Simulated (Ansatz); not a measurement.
## Two runs on Ti

System: Ti (C2/m, 2 atoms in the cell).
Method of run A: DFT PBEsol, scalar-relativistic, plane waves, PAW, no spin polarisation (Ansatz 0.2.0).

The structure derives from an entry of the Crystallography Open Database. Text and figures count atoms from 1; the logs count them from 0 in places.

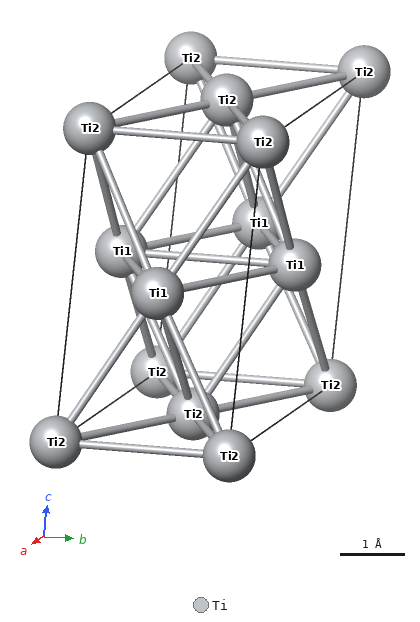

The structure (ball-and-stick view of the cell 2 times as large as that of the calculation, set on its symmetry axes, seen slightly off an axis; atoms are numbered from 1 in the order of the input). An atom can appear more than once, as a periodic image.

Input, run A:
```yaml
crystal:
  lattice:
    - [0.0, -2.0279211515, -2.0279211515]
    - [-2.0279211515, 0.0, -2.0279211515]
    - [2.0279211515, 2.0279211515, -4.0558423031]
  atoms:
    - { symbol: Ti, position: [0.5090591161, 0.4818817679, 0.5] }
    - { symbol: Ti, position: [-0.0090591161, 0.0181182321, 0.0] }
basis:
  ecutwfc: 420
kpoints:
  mp_grid: { grid: [24, 24, 24] }
hamiltonian:
  xc: pbesol
scf:
  occupations: { method: gaussian, width: 0.15 }
output:
  forces: true
  stress: true
  eigenvalues: true
```

Launched with:
```bash
ansatz run input.yaml --threads 2 --pin off --max-ram 5120MiB --backend cpu --events-out ev --progress --plain --runs-dir out
```

Hardware: 2 threads of AMD EPYC (Zen 5), 32 GiB of memory available, shared host.

Output, shortened to warnings, some set-up lines, iterations and results (run A):
```
Basis set: ecut = 420 eV, 663 PW (Γ), exchange–correlation on 40×40×72 points (8 copies of the dense FFT grid, shifted against one another)
Symmetry: 4 space group operations
k-points: 3614 of 13824
Initial density: superposition of atomic densities (neutral atoms: chi_scale 0, normalization atom), corrected by the library's trained network
[...]
SCF iter   1: F=—  HF=-4947.700271 eV  |F-HF|=—  |Δ(HF+E_count)|=         —  Δρ=6.81e-3  dr2=1.14e-2  ethr=1.77e-3  ⟨swp⟩=3.4  Hψ=232618  notcnv=0
SCF iter   2: F=—  HF=-4947.697078 eV  |F-HF|=—  |Δ(HF+E_count)|=   3.19e-3  Δρ=3.16e-3  dr2=2.40e-3  ethr=4.74e-5  ⟨swp⟩=1.4  Hψ=92793  notcnv=0
SCF iter   3: F=—  HF=-4947.696489 eV  |F-HF|=—  |Δ(HF+E_count)|=   5.89e-4  Δρ=2.90e-4  dr2=9.70e-6  ethr=1.00e-5  ⟨swp⟩=3.0  Hψ=106735  notcnv=0
SCF iter   4: F=—  HF=-4947.696498 eV  |F-HF|=—  |Δ(HF+E_count)|=   9.21e-6  Δρ=3.84e-5  dr2=2.91e-7  ethr=4.04e-8  ⟨swp⟩=3.0  Hψ=105240  notcnv=0
SCF iter   5: F=—  HF=-4947.696498 eV  |F-HF|=—  |Δ(HF+E_count)|=   5.47e-8  Δρ=1.56e-5  dr2=1.08e-7  ethr=1.21e-9  ⟨swp⟩=2.0  Hψ=94501  notcnv=0
SCF iter   6: F=-4947.696498 eV  HF=-4947.696498 eV  |F-HF|=6.12e-8  |Δ(HF+E_count)|=   1.44e-8  Δρ=6.97e-6  dr2=7.07e-8  ethr=4.17e-10  ⟨swp⟩=4.1  Hψ=177337  notcnv=0
SCF 1 converged in 6 iterations: F = -4947.696498 eV  dr2 = 7.07e-8
SCF converged after 6 iterations
Free energy (F): -4947.696498 eV
Harris-Foulkes:  -4947.696498 eV  (|F-HF|=6.12e-8)
Internal energy: -4947.659059 eV  (E = F + TS)
E sigma→0 (E₀):  -4947.677778 eV
Entropy (-TS):   -0.037440 eV (-18.720 meV/atom)
Fermi energy:    13.783466 eV
--- Per-component energies (eV) ---
  E_band       = -298.322759
  E_kinetic    = 546.587959
  E_local      = -1582.306441  (includes V_loc(G=0)·N_el)
  E_nonlocal   = 19.061214
  E_hartree    = 651.762199
  E_xc         = -193.875936
  E_vxc        = -243.647009  (∫ρ·V_xc dr)
  E_paw        = -2045.300772  (= ΣΔE_a)
  E_vpaw       = -341.542793  (= ΣTr[D̂ρ^β])
  E_aug_tail   = 0.000222  (compensation charges beyond the density's cutoff)
  E_ewald      = -2343.866272
  E_core_change = 0.278769  (= ΣΔE_core)
  E_smearing   = -0.037440  (= −TS)
  E_closure    = 0.000000  (closes the sum)
  Σ components = -4947.696498   (vs F -4947.696498, Δ=0.00e0)
--- Forces (eV/Å), atoms counted from 1 ---
  atom   1  Ti    -0.05387797     0.02801419    -0.02801419
  atom   2  Ti     0.05387797    -0.02801419     0.02801419
  max |Σ_I F_I| component: 6.94e-18 eV/Å
--- Stress (GPa, compression-positive) ---
        0.002409      -0.054500       0.054500
       -0.054500       0.068253      -0.031623
        0.054500      -0.031623       0.068253
  P = ⅓ Tr σ = 0.0463 GPa (0.463 kbar)
```

The input of run B differs as follows (lines with − go, lines with + come):
```diff
+  hubbard: { sites: [{ species: Ti, l: d, u_eff: 4.0 }], double_counting: fll }
```

What does this change do to the results?

The total energies belong to different models, so their difference says nothing on which is more stable or more accurate. The pressure goes from 0.05 to 7.79 GPa. The largest force goes from 0.067 to 0.114 eV/Å. The SCF takes 10 iterations against 6. On the same kind of shared host run B took about 2.3 times as long. The two runs start from different initial densities, which also moves the count.

Output, shortened to warnings, some set-up lines, iterations and results (run B):
```
Basis set: ecut = 420 eV, 663 PW (Γ), exchange–correlation on 40×40×72 points (8 copies of the dense FFT grid, shifted against one another)
Symmetry: 4 space group operations
k-points: 3614 of 13824
Initial density: superposition of atomic densities (chi_scale 0.1, normalization cell)
[...]
SCF iter   1: F=—  HF=-4939.715837 eV  |F-HF|=—  |Δ(HF+E_count)|=         —  Δρ=7.85e-2  dr2=2.16e0  ethr=3.10e-3  ⟨swp⟩=3.4  Hψ=236091  notcnv=0
SCF iter   2: F=—  HF=-4939.299350 eV  |F-HF|=—  |Δ(HF+E_count)|=   4.16e-1  Δρ=2.96e-2  dr2=3.01e-1  ethr=3.10e-3  ⟨swp⟩=2.6  Hψ=135706  notcnv=0  defer=94
SCF iter   3: F=—  HF=-4939.341698 eV  |F-HF|=—  |Δ(HF+E_count)|=   4.23e-2  Δρ=5.17e-3  dr2=3.36e-3  ethr=1.25e-3  ⟨swp⟩=2.5  Hψ=90049  notcnv=0  defer=85
SCF iter   4: F=—  HF=-4939.358564 eV  |F-HF|=—  |Δ(HF+E_count)|=   1.69e-2  Δρ=1.18e-3  dr2=2.49e-4  ethr=1.40e-5  ⟨swp⟩=2.0  Hψ=134057  notcnv=0  defer=21
SCF iter   5: F=—  HF=-4939.358993 eV  |F-HF|=—  |Δ(HF+E_count)|=   4.29e-4  Δρ=3.85e-4  dr2=3.91e-5  ethr=1.04e-6  ⟨swp⟩=2.4  Hψ=93912  notcnv=0  defer=21
SCF iter   6: F=—  HF=-4939.359047 eV  |F-HF|=—  |Δ(HF+E_count)|=   5.36e-5  Δρ=3.00e-4  dr2=4.28e-5  ethr=1.63e-7  ⟨swp⟩=2.0  Hψ=96207  notcnv=0  defer=21
SCF iter   7: F=—  HF=-4939.359041 eV  |F-HF|=—  |Δ(HF+E_count)|=   5.99e-6  Δρ=1.63e-4  dr2=1.72e-5  ethr=1.63e-7  ⟨swp⟩=2.1  Hψ=80858  notcnv=0  defer=21
SCF iter   8: F=—  HF=-4939.359037 eV  |F-HF|=—  |Δ(HF+E_count)|=   3.93e-6  Δρ=3.72e-5  dr2=1.72e-7  ethr=7.17e-8  ⟨swp⟩=2.1  Hψ=75357  notcnv=0  defer=21
SCF iter   9: F=—  HF=-4939.359038 eV  |F-HF|=—  |Δ(HF+E_count)|=   1.35e-6  Δρ=3.16e-5  dr2=2.14e-7  ethr=4.17e-10  ⟨swp⟩=5.7  Hψ=270761  notcnv=0
SCF iter  10: F=-4939.359039 eV  HF=-4939.359039 eV  |F-HF|=3.40e-8  |Δ(HF+E_count)|=   4.44e-7  Δρ=1.55e-5  dr2=7.14e-8  ethr=4.17e-10  ⟨swp⟩=2.0  Hψ=219846  notcnv=0
SCF 1 converged in 10 iterations: F = -4939.359039 eV  dr2 = 7.14e-8
SCF converged after 10 iterations
Free energy (F): -4939.359039 eV
Harris-Foulkes:  -4939.359039 eV  (|F-HF|=3.40e-8)
Internal energy: -4939.322985 eV  (E = F + TS)
E sigma→0 (E₀):  -4939.341012 eV
Entropy (-TS):   -0.036054 eV (-18.027 meV/atom)
Fermi energy:    14.265821 eV
--- Per-component energies (eV) ---
  E_band       = -299.151247
  E_kinetic    = 545.092502
  E_local      = -1573.130567  (includes V_loc(G=0)·N_el)
  E_nonlocal   = 16.750204
  E_hartree    = 645.331200
  E_xc         = -194.045895
  E_vxc        = -243.851325  (∫ρ·V_xc dr)
  E_hubbard    = 8.195506  (on-site DFT+U / exact-exchange correction)
  E_vhub       = 4.634049  (the Hubbard potential's part of the band-sum identity)
  E_paw        = -2043.928654  (= ΣΔE_a)
  E_vpaw       = -339.320720  (= ΣTr[D̂ρ^β])
  E_aug_tail   = 0.000221  (compensation charges beyond the density's cutoff)
  E_ewald      = -2343.866272
  E_core_change = 0.278769  (= ΣΔE_core)
  E_smearing   = -0.036054  (= −TS)
  E_closure    = 0.000000  (closes the sum)
  Σ components = -4939.359039   (vs F -4939.359039, Δ=0.00e0)
--- Forces (eV/Å), atoms counted from 1 ---
  atom   1  Ti    -0.09275806     0.04650140    -0.04650140
  atom   2  Ti     0.09275806    -0.04650140     0.04650140
  max |Σ_I F_I| component: 0.00e0 eV/Å
--- Stress (GPa, compression-positive) ---
        7.738244      -0.082910       0.082910
       -0.082910       7.817824       0.051225
        0.082910       0.051225       7.817824
  P = ⅓ Tr σ = 7.7913 GPa (77.913 kbar)
Occupation matrices written to [file]
```

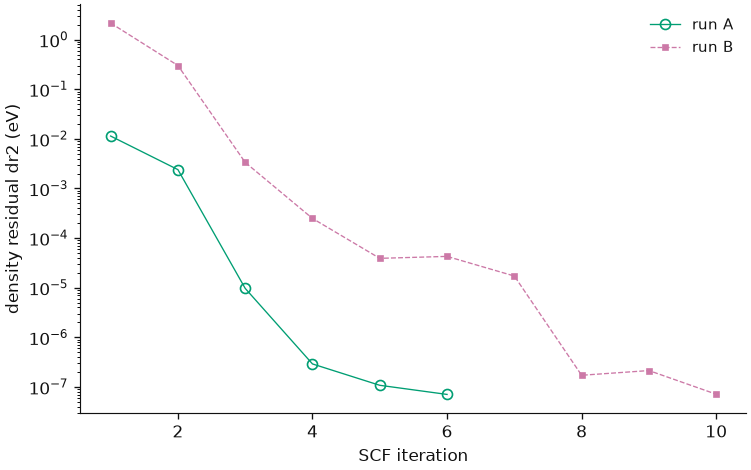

Convergence of the two runs: density residual dr2 against the SCF iteration. Run A takes 6 iterations in all, and run B takes 10.

The two runs side by side:

| quantity | run A | run B |
| --- | --- | --- |
| outcome | converged | converged |
| free energy per atom (eV) | −2473.8482 | −2469.6795 |
| energy per atom, smearing taken to zero (eV) | −2473.8389 | −2469.6705 |
| gap on the mesh (eV) | 0.00 | 0.00 |
| pressure (GPa) | 0.05 | 7.79 |
| largest force (eV/Å) | 0.067 | 0.114 |
| SCF iterations | 6 | 10 |
| irreducible k-points | 3614 | 3614 |
| plane waves at Γ | 663 | 663 |
| wall time (shared host) | 16 s | 36 s |

For run B: The cell is under a pressure of 7.8 GPa at this level, so it is not at its equilibrium volume.
